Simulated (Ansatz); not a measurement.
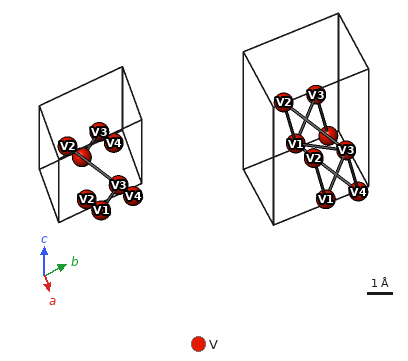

Two geometries of a crystal of V (a generated structure, set up in Cmce) (coarse preliminary run), drawn at one scale. One is the start of a relaxation, the other its converged end. A ball-and-stick model of the cell of the calculation, repeated 2 × 1 × 1 with one cell outlined, seen from a free direction.

Level of theory: DFT PBE, scalar-relativistic, plane waves, PAW in Ansatz 0.2.0. Settings: plane-wave cutoff 420 eV; k-point mesh 4 × 4 × 4; occupations gaussian; smearing width 0.1 eV; collinear spin; cell and atoms relaxed; force threshold 0.05 eV/Å; at most 60 steps.

**Which of the two is the end point?**

The left one is the relaxed one. Case: Ga → V on all its sites, cell and atoms relaxed. The largest moves relative to the cell, 0.29 Å, are those of V1, V2, V3 and V4. V4 goes roughly along [−1 1 −3]. The volume changes by −56.6 %, with a = b 5.239 → 4.930 Å (−5.9 %), c 5.348 → 2.894 Å (−45.9 %), γ 118.9° → 127.5°. Near-neighbour distances that change, for instance: V1–V1 5.348 → 2.894 Å, V1–V4 4.444 → 2.616 Å, V1–V2 3.164 → 2.464 Å, V1–V4 (another image) 3.211 → 2.616 Å. New bonds form: V1–V4 (4.44 → 2.62 Å), V2–V3 (4.44 → 2.62 Å). The space group (tolerance 0.01 Å) goes from Cmce (No. 64) to Fmmm (No. 69). After 13 accepted moves (15 points after the start) the energy has fallen by 2364 meV per atom. The largest force component goes from 0.12 to 0.00038 eV/Å. The pressure goes from −10.15 to 0.01 GPa. The line search rejected the trial step at point 12 of the run. At 1 point the geometry stayed and the basis and grid were re-selected for the new cell (energy shift of 2.4 meV per atom at most each time). The program noted that the starting moments weren't kept. Cost: 3.1 min on 1 thread of Intel(R) Xeon(R) 6975P-C (Granite Rapids), on a shared host, peak memory 0.79 GiB.
